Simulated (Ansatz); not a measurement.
# Geometry relaxation of GeSi5 (part 1 of 2)

The run: geometry relaxation of GeSi5 (6 atoms in the cell). Method and program: DFT PBE, scalar-relativistic, plane waves, PAW, no spin polarisation (Ansatz 0.2.0).

The structure was made by a generator, so it may or may not be a known phase. Figures and captions count atoms from 1; the log counts them from 0 in places.

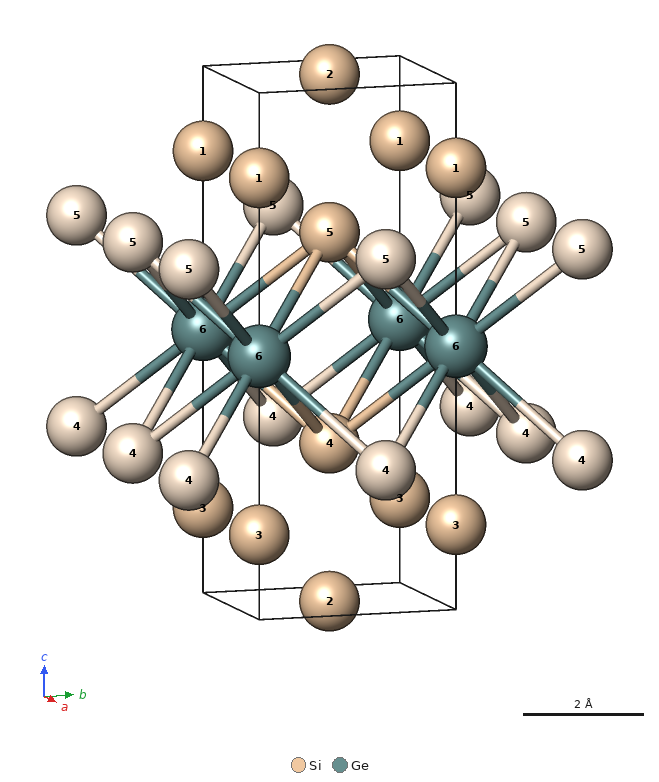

The input geometry (ball-and-stick view of the cell of the calculation, seen slightly off an axis; neighbours outside the cell are drawn fainter; atoms are numbered from 1 in the order of the input). An atom can appear more than once, as a periodic image.

## Input
```yaml
crystal:
  lattice:
    - [3.0275226388, 0.0, 0.0]
    - [0.0, 3.4602786749, 0.0]
    - [0.0, 0.0, 8.9177130038]
  atoms:
    - { symbol: Si, position: [0.0, 0.0, 0.8386712174] }
    - { symbol: Si, position: [0.5, 0.5, 0.0] }
    - { symbol: Si, position: [0.0, 0.0, 0.1613287826] }
    - { symbol: Si, position: [0.5, 0.5, 0.2997174019] }
    - { symbol: Si, position: [0.5, 0.5, 0.7002825981] }
    - { symbol: Ge, position: [0.0, 0.0, 0.5] }
basis:
  ecutwfc: 420
kpoints:
  mp_grid: { grid: [12, 12, 4] }
hamiltonian:
  xc: pbe
scf:
  occupations: { method: gaussian, width: 0.1 }
output:
  forces: true
  stress: true
  eigenvalues: true
  write_density: true
  write_potential: true
  elf: true
  volumetric_format: npy
relax:
  adjacent_minimum: "off"
  f_tol: 0.01
  max_steps: 80
  cell: { stress_tol: 0.05 }
```

Launched with:
```bash
ansatz run input.yaml --threads 1 --pin off --max-ram 2560MiB --backend cpu --events-out ev --progress --plain --runs-dir out
```

## The program's output
```
Engine: ansatz 0.2.0, x86_64-unknown-linux-gnu
Pseudopotentials: kind: paw
Pseudopotential: Si, paw, valence charge 4, recommended cutoff 420 eV (normal), Si.paw.azcp
Pseudopotential: Ge, paw, valence charge 14, recommended cutoff 420 eV (normal), Ge.paw.azcp
Functional definition: PBE
  parameter kappa = 0.804
  parameter beta = 0.06672455060314922
  exchange = pbe_x(kappa = kappa, mu = beta*pi^2/3)
  correlation = pbe_c(beta = beta)
Crystal: 6 atoms, lattice volume = 93.423 Å³
Basis set: ecut = 420 eV, 1809 PW (Γ), exchange–correlation on 48×48×120 points (8 copies of the dense FFT grid, shifted against one another)
Bands: 23, of which v1, the nominal top of the filled ones, is band 17 counted from 1 (16 counted from 0)
Symmetry: 8 space group operations
Space group: Pmmm (ITA 47), of the structure as read, at distance tolerance 4.5e-5 Å
k-points: 147 of 576
Non-local potential: Si, projectors of the file, l = 0: 2, l = 1: 2, l = 2: 2
Non-local potential: Ge, projectors of the file, l = 0: 2, l = 1: 2, l = 2: 3, l = 3: 1
PAW form: soft (Blöchl's): semilocal exchange-correlation on the pseudo side does not see the compensation charge
PAW one-centre angular grid: Si, 110 points (default); XC on 64 Gauss nodes
PAW one-centre angular grid: Ge, 590 points (default); XC on 64 Gauss nodes
Initial density: superposition of atomic densities (neutral atoms: chi_scale 0, normalization atom), corrected by the library's trained network
Initial wavefunctions: pseudopotential atomic-orbital guess
Functional: x = pbe(κ = 0.804, μ = 0.2195149727645171), c = pbe(β = 0.06672455060314922)
SCF iter   1: F=—  HF=-7470.986006 eV  |F-HF|=—  |Δ(HF+E_count)|=         —  Δρ=1.72e-3  dr2=8.48e-3  ethr=1.77e-3  ⟨swp⟩=6.1  Hψ=17429  notcnv=0
preconditioner: auto → Kerker (q_TF=auto, 2.305 Å⁻¹)  [metal: Δε(μ)=0.020 eV  Ē_g=7.808 eV  σ=0.100 eV  W_gap=0.11  n_scr=22 (ndim 8)  ℏωp=18.8 eV  f_vac=0.000  D(μ)=2.88/eV (n_scr^D=22)]
SCF iter   2: F=—  HF=-7470.985490 eV  |F-HF|=—  |Δ(HF+E_count)|=   5.16e-4  Δρ=1.01e-3  dr2=3.79e-3  ethr=2.49e-5  ⟨swp⟩=1.0  Hψ=4562  notcnv=0  defer=1
SCF iter   3: F=—  HF=-7470.985580 eV  |F-HF|=—  |Δ(HF+E_count)|=   8.91e-5  Δρ=4.92e-4  dr2=3.66e-4  ethr=1.11e-5  ⟨swp⟩=2.0  Hψ=5604  notcnv=0  defer=1
SCF iter   4: F=—  HF=-7470.985315 eV  |F-HF|=—  |Δ(HF+E_count)|=   2.65e-4  Δρ=1.43e-4  dr2=6.33e-5  ethr=1.08e-6  ⟨swp⟩=2.0  Hψ=4790  notcnv=0  defer=1
SCF iter   5: F=—  HF=-7470.985340 eV  |F-HF|=—  |Δ(HF+E_count)|=   2.50e-5  Δρ=4.56e-5  dr2=2.34e-6  ethr=1.86e-7  ⟨swp⟩=2.0  Hψ=5551  notcnv=0  defer=1
SCF iter   6: F=-7470.985340 eV  HF=-7470.985340 eV  |F-HF|=6.25e-8  |Δ(HF+E_count)|=   2.28e-7  Δρ=6.97e-6  dr2=8.75e-8  ethr=2.94e-10  ⟨swp⟩=8.9  Hψ=23255  notcnv=0
SCF 1 converged in 6 iterations: F = -7470.985340 eV  dr2 = 8.75e-8
  greatest PAW one-centre occupation: 0.998 electrons in one spin orbital (limit 2), on the Ge atom at site 5 (counted from 0), in its partial waves of l = 2
relax step   1: F+E_penalty+E_count = -7470.98533958 eV  Δ(F+E_penalty+E_count) = +0.000e0 eV  max|allowed force component| = 1.691e-1 eV/Å  Δτ_max = 0.0000 Å  P = +0.053 GPa  Ω = 93.423 Å³  (6 SCF iters, dr2 threshold 1.00e-7 eV, accepted)
Crystal: 6 atoms, lattice volume = 93.468 Å³
Basis set: ecut = 420 eV, 1833 PW (Γ), exchange–correlation on 48×48×120 points (8 copies of the dense FFT grid, shifted against one another)
Initial density: handed on by an earlier stage of this run
Initial wavefunctions: those handed on with the density
iter 1 solved again at ethr=2.84e-5 eV; its pass at ethr=3.10e-3 eV (dr2=9.67e-3 eV) is discarded
SCF iter   1: F=—  HF=-7471.045417 eV  |F-HF|=—  |Δ(HF+E_count)|=         —  Δρ=1.98e-3  dr2=9.74e-3  ethr=2.84e-5  ⟨swp⟩=1.1  Hψ=20569  notcnv=0
preconditioner: auto → Kerker (q_TF=auto, 2.305 Å⁻¹)  [metal: Δε(μ)=0.010 eV  Ē_g=7.790 eV  σ=0.100 eV  W_gap=0.05  n_scr=18 (ndim 8)  ℏωp=18.8 eV  f_vac=0.000  D(μ)=2.75/eV (n_scr^D=18)]
SCF iter   2: F=—  HF=-7471.045042 eV  |F-HF|=—  |Δ(HF+E_count)|=   3.74e-4  Δρ=1.22e-3  dr2=2.93e-3  ethr=2.84e-5  ⟨swp⟩=1.0  Hψ=3381  notcnv=0
SCF iter   3: F=—  HF=-7471.044949 eV  |F-HF|=—  |Δ(HF+E_count)|=   9.38e-5  Δρ=1.78e-4  dr2=2.04e-5  ethr=8.62e-6  ⟨swp⟩=1.7  Hψ=3654  notcnv=0
SCF iter   4: F=—  HF=-7471.044972 eV  |F-HF|=—  |Δ(HF+E_count)|=   2.39e-5  Δρ=6.64e-5  dr2=4.66e-6  ethr=6.01e-8  ⟨swp⟩=2.0  Hψ=5785  notcnv=0
SCF iter   5: F=-7471.044970 eV  HF=-7471.044971 eV  |F-HF|=2.17e-7  |Δ(HF+E_count)|=   1.80e-6  Δρ=1.83e-5  dr2=3.27e-7  ethr=1.76e-9  ⟨swp⟩=8.1  Hψ=24059  notcnv=0
the search or the solves at the SCF's close seem to have found levels that the self-consistency loop had missed (the run counts 1). By its estimate they hold under 1e-12 electrons; where the run keeps them, the occupations were computed again with them
SCF 2 converged in 5 iterations: F = -7471.044970 eV  dr2 = 3.27e-7
relax step   2: F+E_penalty+E_count = -7471.04497048 eV  Δ(F+E_penalty+E_count) = -5.963e-2 eV  max|allowed force component| = 1.139e-1 eV/Å  Δτ_max = 0.0172 Å  P = -0.204 GPa  Ω = 93.468 Å³  energy of the carried Pulay correction = -8.025e-6 eV  (5 SCF iters, dr2 threshold 6.00e-7 eV, accepted)
Crystal: 6 atoms, lattice volume = 93.388 Å³
Basis set: ecut = 420 eV, 1841 PW (Γ), exchange–correlation on 48×48×120 points (8 copies of the dense FFT grid, shifted against one another)
iter 1 solved again at ethr=1.06e-5 eV; its pass at ethr=3.10e-3 eV (dr2=3.60e-3 eV) is discarded
SCF iter   1: F=—  HF=-7471.114533 eV  |F-HF|=—  |Δ(HF+E_count)|=         —  Δρ=2.12e-3  dr2=3.64e-3  ethr=1.06e-5  ⟨swp⟩=1.5  Hψ=20764  notcnv=0
preconditioner: auto → Kerker (q_TF=auto, 2.305 Å⁻¹)  [metal: Δε(μ)=0.010 eV  Ē_g=7.786 eV  σ=0.100 eV  W_gap=0.06  n_scr=18 (ndim 8)  ℏωp=18.8 eV  f_vac=0.000  D(μ)=2.30/eV (n_scr^D=16)]
SCF iter   2: F=—  HF=-7471.114557 eV  |F-HF|=—  |Δ(HF+E_count)|=   2.41e-5  Δρ=1.34e-3  dr2=1.34e-3  ethr=1.06e-5  ⟨swp⟩=1.0  Hψ=3381  notcnv=0
SCF iter   3: F=—  HF=-7471.114601 eV  |F-HF|=—  |Δ(HF+E_count)|=   4.39e-5  Δρ=8.60e-5  dr2=6.92e-6  ethr=3.94e-6  ⟨swp⟩=1.0  Hψ=3385  notcnv=0
SCF iter   4: F=—  HF=-7471.114638 eV  |F-HF|=—  |Δ(HF+E_count)|=   3.64e-5  Δρ=3.46e-5  dr2=1.33e-6  ethr=1.76e-9  ⟨swp⟩=11.3  Hψ=30736  notcnv=0
SCF iter   5: F=-7471.114637 eV  HF=-7471.114637 eV  |F-HF|=2.96e-8  |Δ(HF+E_count)|=   9.48e-7  Δρ=1.14e-5  dr2=1.18e-7  ethr=1.76e-9  ⟨swp⟩=9.0  Hψ=23795  notcnv=0
the search or the solves at the SCF's close seem to have found levels that the self-consistency loop had missed (the run counts 1). By its estimate they hold under 1e-12 electrons; where the run keeps them, the occupations were computed again with them
SCF 3 converged in 5 iterations: F = -7471.114637 eV  dr2 = 1.18e-7
  Residual-converged pass: ⟨swp⟩=1.0  Hψ=3972  notcnv=0  max |occ|·‖R‖ = 7.0e-9 eV (tolerance 1.0e-8 eV)  dr2=1.18e-7  dr2_onsite=8.33e-9  max |Δocc| = 2.8e-10
relax step   3: F+E_penalty+E_count = -7471.11463668 eV  Δ(F+E_penalty+E_count) = -6.967e-2 eV  max|allowed force component| = 6.211e-2 eV/Å  Δτ_max = 0.0104 Å  P = -0.259 GPa  Ω = 93.388 Å³  energy of the carried Pulay correction = +6.187e-6 eV  (5 SCF iters, dr2 threshold 6.00e-7 eV, accepted)
Crystal: 6 atoms, lattice volume = 92.259 Å³
iter 1 solved again at ethr=5.99e-5 eV; its pass at ethr=3.10e-3 eV (dr2=2.04e-2 eV) is discarded
SCF iter   1: F=—  HF=-7471.137093 eV  |F-HF|=—  |Δ(HF+E_count)|=         —  Δρ=3.87e-3  dr2=2.10e-2  ethr=5.99e-5  ⟨swp⟩=1.1  Hψ=20736  notcnv=0
preconditioner: auto → Kerker (q_TF=auto, 2.310 Å⁻¹)  [metal: Δε(μ)=0.016 eV  Ē_g=7.853 eV  σ=0.100 eV  W_gap=0.09  n_scr=18 (ndim 8)  ℏωp=18.9 eV  f_vac=0.000  D(μ)=2.40/eV (n_scr^D=16)]
SCF iter   2: F=—  HF=-7471.134910 eV  |F-HF|=—  |Δ(HF+E_count)|=   2.18e-3  Δρ=2.42e-3  dr2=7.16e-3  ethr=5.99e-5  ⟨swp⟩=1.0  Hψ=3381  notcnv=0
SCF iter   3: F=—  HF=-7471.133836 eV  |F-HF|=—  |Δ(HF+E_count)|=   1.07e-3  Δρ=2.31e-4  dr2=5.65e-5  ethr=2.11e-5  ⟨swp⟩=2.1  Hψ=4240  notcnv=0
SCF iter   4: F=—  HF=-7471.133891 eV  |F-HF|=—  |Δ(HF+E_count)|=   5.50e-5  Δρ=9.43e-5  dr2=7.68e-6  ethr=1.66e-7  ⟨swp⟩=2.4  Hψ=5733  notcnv=0
SCF iter   5: F=—  HF=-7471.133884 eV  |F-HF|=—  |Δ(HF+E_count)|=   6.93e-6  Δρ=2.71e-5  dr2=6.30e-7  ethr=2.26e-8  ⟨swp⟩=2.0  Hψ=5758  notcnv=0
SCF iter   6: F=-7471.133884 eV  HF=-7471.133884 eV  |F-HF|=4.42e-9  |Δ(HF+E_count)|=   1.16e-7  Δρ=6.68e-6  dr2=3.78e-8  ethr=1.76e-9  ⟨swp⟩=9.7  Hψ=24154  notcnv=0
the search or the solves at the SCF's close seem to have found levels that the self-consistency loop had missed (the run counts 1). By its estimate they hold under 1e-12 electrons; where the run keeps them, the occupations were computed again with them
SCF 4 converged in 6 iterations: F = -7471.133884 eV  dr2 = 3.78e-8
relax step   4: F+E_penalty+E_count = -7471.13388365 eV  Δ(F+E_penalty+E_count) = -1.925e-2 eV  max|allowed force component| = 1.112e-1 eV/Å  Δτ_max = 0.0128 Å  P = +1.019 GPa  Ω = 92.259 Å³  energy of the carried Pulay correction = +2.092e-4 eV  (6 SCF iters, dr2 threshold 6.00e-7 eV, accepted)
Crystal: 6 atoms, lattice volume = 93.841 Å³
Basis set: ecut = 420 eV, 1861 PW (Γ), exchange–correlation on 48×48×120 points (8 copies of the dense FFT grid, shifted against one another)
iter 1 solved again at ethr=5.71e-5 eV; its pass at ethr=3.10e-3 eV (dr2=1.94e-2 eV) is discarded
SCF iter   1: F=—  HF=-7471.151871 eV  |F-HF|=—  |Δ(HF+E_count)|=         —  Δρ=1.99e-3  dr2=1.94e-2  ethr=5.71e-5  ⟨swp⟩=1.0  Hψ=21187  notcnv=0
preconditioner: auto → Kerker (q_TF=auto, 2.304 Å⁻¹)  [metal: Δε(μ)=0.003 eV  Ē_g=7.755 eV  σ=0.100 eV  W_gap=0.02  n_scr=18 (ndim 8)  ℏωp=18.8 eV  f_vac=0.000  D(μ)=2.54/eV (n_scr^D=18)]
SCF iter   2: F=—  HF=-7471.150247 eV  |F-HF|=—  |Δ(HF+E_count)|=   1.62e-3  Δρ=1.18e-3  dr2=5.57e-3  ethr=5.71e-5  ⟨swp⟩=1.0  Hψ=3381  notcnv=0
SCF iter   3: F=—  HF=-7471.149613 eV  |F-HF|=—  |Δ(HF+E_count)|=   6.34e-4  Δρ=2.41e-4  dr2=4.26e-5  ethr=1.64e-5  ⟨swp⟩=1.8  Hψ=3738  notcnv=0
SCF iter   4: F=—  HF=-7471.149643 eV  |F-HF|=—  |Δ(HF+E_count)|=   2.97e-5  Δρ=1.02e-4  dr2=1.06e-5  ethr=1.25e-7  ⟨swp⟩=2.0  Hψ=5815  notcnv=0
SCF iter   5: F=—  HF=-7471.149640 eV  |F-HF|=—  |Δ(HF+E_count)|=   2.45e-6  Δρ=2.92e-5  dr2=7.85e-7  ethr=3.11e-8  ⟨swp⟩=2.1  Hψ=4682  notcnv=0
SCF iter   6: F=-7471.149640 eV  HF=-7471.149640 eV  |F-HF|=7.95e-9  |Δ(HF+E_count)|=   9.86e-8  Δρ=4.83e-6  dr2=2.57e-8  ethr=1.76e-9  ⟨swp⟩=9.5  Hψ=24002  notcnv=0
SCF 5 converged in 6 iterations: F = -7471.149640 eV  dr2 = 2.57e-8
relax step   5: F+E_penalty+E_count = -7471.14963999 eV  Δ(F+E_penalty+E_count) = -1.576e-2 eV  max|allowed force component| = 3.382e-2 eV/Å  Δτ_max = 0.0143 Å  P = -0.659 GPa  Ω = 93.841 Å³  energy of the carried Pulay correction = -7.448e-5 eV  (6 SCF iters, dr2 threshold 6.00e-7 eV, accepted)
Crystal: 6 atoms, lattice volume = 93.084 Å³
Basis set: ecut = 420 eV, 1829 PW (Γ), exchange–correlation on 48×48×120 points (8 copies of the dense FFT grid, shifted against one another)
iter 1 solved again at ethr=2.51e-6 eV; its pass at ethr=3.10e-3 eV (dr2=8.53e-4 eV) is discarded
SCF iter   1: F=—  HF=-7471.151743 eV  |F-HF|=—  |Δ(HF+E_count)|=         —  Δρ=4.52e-4  dr2=8.94e-4  ethr=2.51e-6  ⟨swp⟩=2.1  Hψ=19237  notcnv=0
preconditioner: auto → Kerker (q_TF=auto, 2.307 Å⁻¹)  [metal: Δε(μ)=0.011 eV  Ē_g=7.798 eV  σ=0.100 eV  W_gap=0.06  n_scr=18 (ndim 8)  ℏωp=18.9 eV  f_vac=0.000  D(μ)=2.55/eV (n_scr^D=18)]
SCF iter   2: F=—  HF=-7471.151634 eV  |F-HF|=—  |Δ(HF+E_count)|=   1.08e-4  Δρ=2.57e-4  dr2=2.52e-4  ethr=2.51e-6  ⟨swp⟩=1.0  Hψ=3383  notcnv=0
SCF iter   3: F=—  HF=-7471.151630 eV  |F-HF|=—  |Δ(HF+E_count)|=   3.80e-6  Δρ=6.01e-5  dr2=3.33e-6  ethr=7.42e-7  ⟨swp⟩=2.6  Hψ=5426  notcnv=0
SCF iter   4: F=-7471.151628 eV  HF=-7471.151628 eV  |F-HF|=1.53e-7  |Δ(HF+E_count)|=   2.08e-6  Δρ=2.47e-5  dr2=5.10e-7  ethr=1.76e-9  ⟨swp⟩=10.8  Hψ=29701  notcnv=0
SCF 6 converged in 4 iterations: F = -7471.151628 eV  dr2 = 5.10e-7
relax step   6: F+E_penalty+E_count = -7471.15162825 eV  Δ(F+E_penalty+E_count) = -1.988e-3 eV  max|allowed force component| = 1.721e-2 eV/Å  Δτ_max = 0.0039 Å  P = +0.026 GPa  Ω = 93.084 Å³  energy of the carried Pulay correction = +6.060e-5 eV  (4 SCF iters, dr2 threshold 6.00e-7 eV, accepted)
Crystal: 6 atoms, lattice volume = 93.104 Å³
iter 1 solved again at ethr=2.66e-7 eV; its pass at ethr=3.10e-3 eV (dr2=9.06e-5 eV) is discarded
SCF iter   1: F=—  HF=-7471.151667 eV  |F-HF|=—  |Δ(HF+E_count)|=         —  Δρ=1.32e-4  dr2=9.20e-5  ethr=2.66e-7  ⟨swp⟩=2.3  Hψ=17926  notcnv=0
preconditioner: auto → Kerker (q_TF=auto, 2.307 Å⁻¹)  [metal: Δε(μ)=0.024 eV  Ē_g=7.797 eV  σ=0.100 eV  W_gap=0.14  n_scr=18 (ndim 8)  ℏωp=18.9 eV  f_vac=0.000  D(μ)=2.57/eV (n_scr^D=18)]
SCF iter   2: F=—  HF=-7471.151703 eV  |F-HF|=—  |Δ(HF+E_count)|=   3.63e-5  Δρ=7.45e-5  dr2=2.51e-5  ethr=2.66e-7  ⟨swp⟩=1.0  Hψ=3388  notcnv=0
SCF iter   3: F=—  HF=-7471.151698 eV  |F-HF|=—  |Δ(HF+E_count)|=   5.04e-6  Δρ=1.38e-5  dr2=2.43e-7  ethr=7.37e-8  ⟨swp⟩=2.0  Hψ=4105  notcnv=0
SCF iter   4: F=—  HF=-7471.151695 eV  |F-HF|=—  |Δ(HF+E_count)|=   3.25e-6  Δρ=6.45e-6  dr2=3.22e-8  ethr=5.45e-11  ⟨swp⟩=9.2  Hψ=23509  notcnv=0
SCF iter   5: F=-7471.151695 eV  HF=-7471.151695 eV  |F-HF|=1.66e-9  |Δ(HF+E_count)|=   3.12e-8  Δρ=1.80e-6  dr2=3.46e-9  ethr=5.45e-11  ⟨swp⟩=7.3  Hψ=19048  notcnv=0
SCF 7 converged in 5 iterations: F = -7471.151695 eV  dr2 = 3.46e-9
relax step   7: F+E_penalty+E_count = -7471.15169513 eV  Δ(F+E_penalty+E_count) = -6.688e-5 eV  max|allowed force component| = 4.245e-3 eV/Å  Δτ_max = 0.0029 Å  P = +0.013 GPa  Ω = 93.104 Å³  energy of the carried Pulay correction = +5.701e-5 eV  (5 SCF iters, dr2 threshold 1.85e-8 eV, accepted)
Initial wavefunctions: pseudopotential atomic-orbital guess (no wavefunctions were taken with the density)
iter 1 solved again at ethr=7.70e-7 eV; its pass at ethr=3.10e-3 eV (dr2=2.62e-4 eV) is discarded
SCF iter   1: F=—  HF=-7471.149388 eV  |F-HF|=—  |Δ(HF+E_count)|=         —  Δρ=1.00e-3  dr2=2.37e-5  ethr=7.70e-7  ⟨swp⟩=2.3  Hψ=24460  notcnv=0
preconditioner: auto → Kerker (q_TF=auto, 2.307 Å⁻¹)  [metal: Δε(μ)=0.024 eV  Ē_g=7.796 eV  σ=0.100 eV  W_gap=0.13  n_scr=18 (ndim 8)  ℏωp=18.9 eV  f_vac=0.000  D(μ)=2.57/eV (n_scr^D=18)]
SCF iter   2: F=—  HF=-7471.152239 eV  |F-HF|=—  |Δ(HF+E_count)|=   2.85e-3  Δρ=5.06e-4  dr2=5.59e-6  ethr=6.96e-8  ⟨swp⟩=2.0  Hψ=4737  notcnv=0
SCF iter   3: F=—  HF=-7471.153106 eV  |F-HF|=—  |Δ(HF+E_count)|=   8.67e-4  Δρ=4.34e-5  dr2=9.82e-8  ethr=1.65e-8  ⟨swp⟩=1.9  Hψ=4034  notcnv=0
SCF iter   4: F=—  HF=-7471.153113 eV  |F-HF|=—  |Δ(HF+E_count)|=   7.92e-6  Δρ=4.03e-6  dr2=1.05e-8  ethr=2.89e-10  ⟨swp⟩=2.0  Hψ=5779  notcnv=0
SCF iter   5: F=—  HF=-7471.153113 eV  |F-HF|=—  |Δ(HF+E_count)|=  7.82e-10  Δρ=1.32e-6  dr2=2.36e-9  ethr=3.09e-11  ⟨swp⟩=2.3  Hψ=5292  notcnv=0
SCF iter   6: F=—  HF=-7471.153113 eV  |F-HF|=—  |Δ(HF+E_count)|=  5.00e-10  Δρ=3.12e-7  dr2=2.09e-10  ethr=6.93e-12  ⟨swp⟩=2.3  Hψ=5071  notcnv=0
SCF iter   7: F=-7471.153113 eV  HF=-7471.153113 eV  |F-HF|=1.27e-11  |Δ(HF+E_count)|=  2.91e-11  Δρ=9.22e-8  dr2=1.84e-11  ethr=1.00e-12  ⟨swp⟩=5.6  Hψ=13715  notcnv=0
SCF 8 converged in 7 iterations: F = -7471.153113 eV  dr2 = 1.84e-11
relax step   8: F+E_penalty+E_count = -7471.15311349 eV  Δ(F+E_penalty+E_count) = -1.418e-3 eV  max|allowed force component| = 4.286e-3 eV/Å  Δτ_max = 0.0000 Å  P = +0.040 GPa  Ω = 93.104 Å³  stress off target by 8.91e-2 GPa  SCF on the basis re-selected at this cell (its energy is not comparable with the rows above)  (7 SCF iters)
basis re-selected at this cell: Δ(F+E_penalty+E_count) = -1.418e-3 eV, ΔP = +0.027 GPa vs the last step (what re-selecting the basis moved, of the pressure what is left beyond the Pulay correction that the steps carried, after the strain that the cell walked since its last selection, with what the two solves' SCF thresholds leave and, on support functions, any second-order correction that the steps lacked; it is no measure of the basis error at this ecutwfc). This SCF's stress stands 8.91e-2 GPa from its target on what of the cell is left free (relax.cell.stress_tol is 5.00e-2 GPa) and its largest allowed force component is 4.29e-3 eV/Å (relax.f_tol is 1.00e-2 eV/Å): not within both, so this SCF does not close the relaxation
Crystal: 6 atoms, lattice volume = 93.161 Å³
iter 1 solved again at ethr=7.99e-8 eV; its pass at ethr=3.10e-3 eV (dr2=2.72e-5 eV) is discarded
```
